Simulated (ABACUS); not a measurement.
## Band-structure run, with input and output: W (part 1 of 2)

W (1 atom in the cell), computed with Kohn-Sham DFT of a periodic cell, PW91, PseudoDojo NC SR 0.5 PBE stringent, no spin polarisation (ABACUS 3.10.1).

The structure derives from an entry of the Crystallography Open Database.

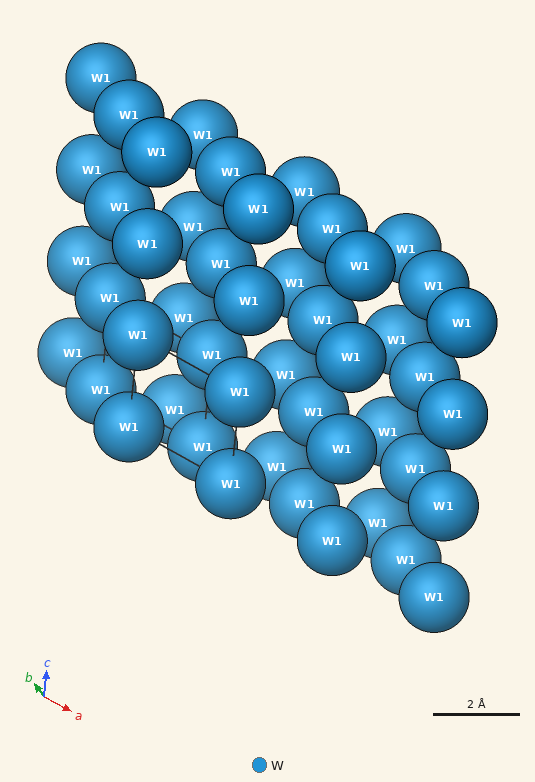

*The structure as given in the input (spheres-only view of the cell of the calculation, repeated 3 × 2 × 3, seen slightly off an axis; atoms are numbered from 1 in the order of the input).*

## Input
```python
"""ABACUS run from a structure file: ASE reads it, the script writes STRU, KPT and INPUT."""
import re
import subprocess
from ase.io import read
from ase.units import Bohr

atoms = read("W.xyz")
atoms = atoms[(-atoms.numbers).argsort(kind="stable")]  # ABACUS lists atoms element by element
pseudo = {'W': 'W.upf'}
orbital = {}
magmoms = None
kmesh = [10, 10, 10]
params = {
    'suffix': 'W',
    'calculation': 'scf',
    'basis_type': 'pw',
    'pseudo_dir': './',
    'symmetry': 1,
    'dft_functional': 'GGA_X_PW91+GGA_C_PW91',
    'ecutwfc': 74,
    'pseudo_rcut': 10,
    'nspin': 1,
    'nbands': 17,
    'ks_solver': 'dav',
    'smearing_method': 'fd',
    'smearing_sigma': 0.00367493,
    'scf_thr': 1e-08,
    'scf_nmax': 100,
    'mixing_type': 'broyden',
    'mixing_beta': 0.7,
    'cal_force': 1,
    'cal_stress': 1,
    'out_chg': 1,
    'kpar': 4,
}

symbols = atoms.get_chemical_symbols()
elements = list(dict.fromkeys(symbols))
lines = ["ATOMIC_SPECIES"] + [f"{e} {atoms.get_masses()[symbols.index(e)]:.4f} {pseudo[e]}" for e in elements]
if orbital:
    lines += ["", "NUMERICAL_ORBITAL"] + [orbital[e] for e in elements]
lines += ["", "LATTICE_CONSTANT", f"{1 / Bohr:.10f}", "", "LATTICE_VECTORS"]
lines += [" ".join(f"{x:.10f}" for x in v) for v in atoms.cell]
lines += ["", "ATOMIC_POSITIONS", "Direct"]
for e in elements:
    lines += ["", e, "0.0", str(symbols.count(e))]
    for i, p in enumerate(atoms.get_scaled_positions(wrap=False)):
        if symbols[i] == e:
            mag = "" if magmoms is None else " mag " + " ".join(str(x) for x in (magmoms[i] if isinstance(magmoms[i], list) else [magmoms[i]]))
            lines.append(" ".join(f"{x:.10f}" for x in p) + " 1 1 1" + mag)
open("STRU", "w").write("\n".join(lines) + "\n")
open("KPT", "w").write("K_POINTS\n0\nGamma\n%d %d %d 0 0 0\n" % tuple(kmesh))
open("INPUT", "w").write("INPUT_PARAMETERS\n" + "".join(f"{k:<20s}{v}\n" for k, v in params.items()))

done = subprocess.run(['mpirun', '-np', '4', 'abacus'])
if done.returncode:
    raise SystemExit(done.returncode)
log = open("OUT.W/running_scf.log").read()
print("final energy (eV):", re.findall(r"FINAL_ETOT_IS (\S+)", log))
```

## File W.xyz
```
1
Lattice="-1.5823450000 1.5823450000 1.5823450000 1.5823450000 -1.5823450000 1.5823450000 1.5823450000 1.5823450000 -1.5823450000" Properties=species:S:1:pos:R:3 pbc="T T T"
W      0.0000000000      0.0000000000      0.0000000000
```

## File INPUT
```
INPUT_PARAMETERS
suffix              W
calculation         scf
basis_type          pw
pseudo_dir          ./
symmetry            1
dft_functional      GGA_X_PW91+GGA_C_PW91
ecutwfc             74
pseudo_rcut         10
nspin               1
nbands              17
ks_solver           dav
smearing_method     fd
smearing_sigma      0.00367493
scf_thr             1e-08
scf_nmax            100
mixing_type         broyden
mixing_beta         0.7
cal_force           1
cal_stress          1
out_chg             1
kpar                4
```

## File STRU
```
ATOMIC_SPECIES
W 183.8400 W.upf

LATTICE_CONSTANT
1.8897261258

LATTICE_VECTORS
-1.5823450000 1.5823450000 1.5823450000
1.5823450000 -1.5823450000 1.5823450000
1.5823450000 1.5823450000 -1.5823450000

ATOMIC_POSITIONS
Direct

W
0.0
1
-0.0000000000 0.0000000000 0.0000000000 1 1 1
```

## File KPT
```
K_POINTS
0
Gamma
10 10 10 0 0 0
```

Hardware: 4 threads of AMD EPYC (Zen 3), 192 GiB of memory available, shared host.

Run as:
```bash
OMP_NUM_THREADS=1 python run_abacus.py > log
```

## What the program printed
```
ABACUS v3.10.1

               Atomic-orbital Based Ab-initio Computation at UStc

 ------------------------------------------------------------------------------------

 READING GENERAL INFORMATION
                           global_out_dir = OUT.W/
                           global_in_card = INPUT
                               pseudo_dir = ./
                              orbital_dir =
                                    DSIZE = 4
                                    GSIZE = 1

 READING UNITCELL INFORMATION
                                    ntype = 1
                  lattice constant (Bohr) = 1.88973
              lattice constant (Angstrom) = 1

 READING ATOM TYPE 1
                               atom label = W
                      L=0, number of zeta = 1
                      L=1, number of zeta = 1
                      L=2, number of zeta = 1
             number of atom for this type = 1

                        TOTAL ATOM NUMBER = 1
DIRECT COORDINATES
    atom                   x                   y                   z     mag                  vx                  vy                  vz
taud_W1            0.0000000000        0.0000000000        0.0000000000  0.0000        0.0000000000        0.0000000000        0.0000000000

                          Volume (Bohr^3) = 106.945
                             Volume (A^3) = 15.8476

 Lattice vectors: (Cartesian coordinate: in unit of a_0)
             -1.58234            +1.58234            +1.58234
             +1.58234            -1.58234            +1.58234
             +1.58234            +1.58234            -1.58234
 Reciprocal vectors: (Cartesian coordinate: in unit of 2 pi/a_0)
                   +0           +0.315987           +0.315987
            +0.315987                  +0           +0.315987
            +0.315987           +0.315987                  +0
 The esolver type has been set to : ksdft_pw

                PAO radial cut off (Bohr) = 10

 Read in pseudopotential file is W.upf
                     pseudopotential type = NC
          exchange-correlation functional = PBE
                 nonlocal core correction = 1
                        valence electrons = 14
                                     lmax = 3
                           number of zeta = 4
                     number of projectors = 8
                           L of projector = 0
                           L of projector = 0
                           L of projector = 1
                           L of projector = 1
                           L of projector = 2
                           L of projector = 2
                           L of projector = 3
                           L of projector = 3
 XC functional updated to : GGA_X_PW91+GGA_C_PW91
          exchange-correlation functional = GGA_X_PW91+GGA_C_PW91
     initial pseudo atomic orbital number = 10

 SETUP THE ELECTRONS NUMBER
             electron number of element W = 14
       total electron number of element W = 14
            AUTOSET number of electrons:  = 14
                           occupied bands = 7
                                   NBANDS = 17
                                   NLOCAL = 9

%%%%%%%%%%%%%%%%%%%%%%%%%%%%%%%%%%%%%%%%%%%%%%%%%%%%%%%%%%%%%%%%%%%%%%%%%%%%%%%%%%%%%%%%%%%%%%%%%%%%%%%%%%
 Warning: the number of valence electrons in pseudopotential > 6 for W: [Xe] 4f14 5d4 6s2
 Pseudopotentials with additional electrons can yield (more) accurate outcomes, but may be less efficient.
 If you're confident that your chosen pseudopotential is appropriate, you can safely ignore this warning.
%%%%%%%%%%%%%%%%%%%%%%%%%%%%%%%%%%%%%%%%%%%%%%%%%%%%%%%%%%%%%%%%%%%%%%%%%%%%%%%%%%%%%%%%%%%%%%%%%%%%%%%%%%

 SETUP THE PLANE WAVE BASIS
 energy cutoff for charge/potential (unit:Ry) = 296
            fft grid for charge/potential = [ 30, 30, 30 ]
                        fft grid division = [ 1, 1, 1 ]
        big fft grid for charge/potential = [ 30, 30, 30 ]
                                     nbxx = 27000
                                     nrxx = 27000

 SETUP PLANE WAVES FOR CHARGE/POTENTIAL
                    number of plane waves = 9213
                         number of sticks = 603

 PARALLEL PW FOR CHARGE/POTENTIAL
     PROC   COLUMNS(POT)             PW
        1            603           9213
 --------------- sum -------------------
        1            603           9213
                            number of |g| = 125
                                  max |g| = 26.7592
                                  min |g| = 0

----------- Double Check Mixing Parameters Begin ------------
mixing_type: broyden
mixing_beta: 0.7
mixing_gg0: 1
mixing_gg0_min: 0.1
mixing_ndim: 8
----------- Double Check Mixing Parameters End ------------

 LATTICE VECTORS: (CARTESIAN COORDINATE: IN UNIT OF A0)
             -1.58234            +1.58234            +1.58234
             +1.58234            -1.58234            +1.58234
             +1.58234            +1.58234            -1.58234
                       right hand lattice = 1
                                   NORM_A = 2.7407
                                   NORM_B = 2.7407
                                   NORM_C = 2.7407
                           ALPHA (DEGREE) = 109.471
                           BETA  (DEGREE) = 109.471
                           GAMMA (DEGREE) = 109.471

 The lattice vectors have been changed (STRU_SIMPLE.cif)

(for optimal symmetric configuration:)
                             BRAVAIS TYPE = 2
                     BRAVAIS LATTICE NAME = 02. Cubic I (body-centered)
                                    ibrav = 2
                                    IBRAV = 2
                                  BRAVAIS = BODY CENTERED CUBIC
                       LATTICE CONSTANT A = 3.16469
Original cell was already a primitive cell.
                        ROTATION MATRICES = 48
              PURE POINT GROUP OPERATIONS = 48
                   SPACE GROUP OPERATIONS = 48
                              POINT GROUP = O_h
               POINT GROUP IN SPACE GROUP = O_h

 SETUP K-POINTS
                                    nspin = 1
                   Input type of k points = Monkhorst-Pack(Gamma)
                                   nkstot = 1000
                       right hand lattice = 1
(for reciprocal lattice: )
                             BRAVAIS TYPE = 3
                     BRAVAIS LATTICE NAME = 03. Cubic F (face-centered)
                                    ibrav = 3
                       right hand lattice = 1
(for k-lattice: )
                             BRAVAIS TYPE = 3
                     BRAVAIS LATTICE NAME = 03. Cubic F (face-centered)
                                    ibrav = 3
                       right hand lattice = 1
                        ROTATION MATRICES = 48
                               nkstot_ibz = 47
K-POINTS REDUCTION ACCORDING TO SYMMETRY
     IBZ    DIRECT_X    DIRECT_Y    DIRECT_Z  WEIGHT  ibz2bz
       1  0.00000000  0.00000000  0.00000000  0.0010       0
       2 -0.10000000  0.10000000  0.00000000  0.0120       1
       3 -0.20000000  0.20000000  0.00000000  0.0120       2
       4 -0.30000000  0.30000000  0.00000000  0.0120       3
       5 -0.40000000  0.40000000  0.00000000  0.0120       4
       6  0.50000000  0.50000000  0.00000000  0.0060       5
       7  0.10000000  0.10000000 -0.20000000  0.0240      11
       8 -0.10000000 -0.20000000  0.30000000  0.0480      12
       9 -0.40000000  0.30000000  0.10000000  0.0480      13
      10  0.50000000  0.40000000  0.10000000  0.0480      14
      11 -0.20000000 -0.20000000  0.40000000  0.0240      22
      12  0.50000000  0.30000000  0.20000000  0.0480      23
      13  0.40000000  0.40000000  0.20000000  0.0240      24
      14  0.40000000  0.30000000  0.30000000  0.0240      33
      15 -0.10000000 -0.10000000  0.30000000  0.0080     111
      16 -0.10000000 -0.20000000  0.40000000  0.0240     112
      17  0.50000000  0.30000000  0.10000000  0.0240     113
      18  0.40000000  0.40000000  0.10000000  0.0120     114
      19 -0.10000000  0.10000000  0.10000000  0.0060     119
      20  0.50000000  0.20000000  0.20000000  0.0240     122
      21  0.40000000  0.30000000  0.20000000  0.0480     123
      22 -0.20000000  0.20000000  0.10000000  0.0240     128
      23  0.30000000  0.30000000  0.30000000  0.0080     133
      24 -0.30000000  0.30000000  0.10000000  0.0240     137
      25 -0.30000000  0.20000000  0.20000000  0.0240     138
      26 -0.40000000  0.40000000  0.10000000  0.0240     146
      27 -0.40000000  0.30000000  0.20000000  0.0480     147
      28  0.50000000  0.50000000  0.10000000  0.0120     155
      29  0.50000000  0.40000000  0.20000000  0.0480     156
      30  0.50000000  0.30000000  0.30000000  0.0240     157
[... 17 further k points ...]

                               nkstot now = 47
[... K-POINTS DIRECT COORDINATES: 47 rows ...]

           k-point number in this process = 12
       minimum distributed K point number = 11
[... stars of the k points ...]

[... K-POINTS CARTESIAN COORDINATES: 12 rows ...]

[... K-POINTS DIRECT COORDINATES: 12 rows ...]

 SETUP PLANE WAVES FOR WAVE FUNCTIONS
     energy cutoff for wavefunc (unit:Ry) = 74
              fft grid for wave functions = [ 30, 30, 30 ]
                    number of plane waves = 1745
                         number of sticks = 201

 PARALLEL PW FOR WAVE FUNCTIONS
     PROC   COLUMNS(POT)             PW
        1            201           1745
 --------------- sum -------------------
        1            201           1745

 SETUP NONLOCAL PSEUDOPOTENTIALS IN PLANE WAVE BASIS
 W non-local projectors:
 projector 1 L=0
 projector 2 L=0
 projector 3 L=1
 projector 4 L=1
 projector 5 L=2
 projector 6 L=2
 projector 7 L=3
 projector 8 L=3
      TOTAL NUMBER OF NONLOCAL PROJECTORS = 32

 Init Non-Local PseudoPotential table :
 Init Non-Local-Pseudopotential done.

                                     npwx = 1157

 Make real space PAO into reciprocal space.
       max mesh points in Pseudopotential = 1001
     dq(describe PAO in reciprocal space) = 0.01
                                    max q = 1037

 number of pseudo atomic orbitals for W is 4
WARNING: norm of atomic wavefunction # 3 of atomic type W is 0.999981, renormalized
WARNING: norm of atomic wavefunction # 4 of atomic type W is 0.99991, renormalized

 -------------------------------------------
 SELF-CONSISTENT
```
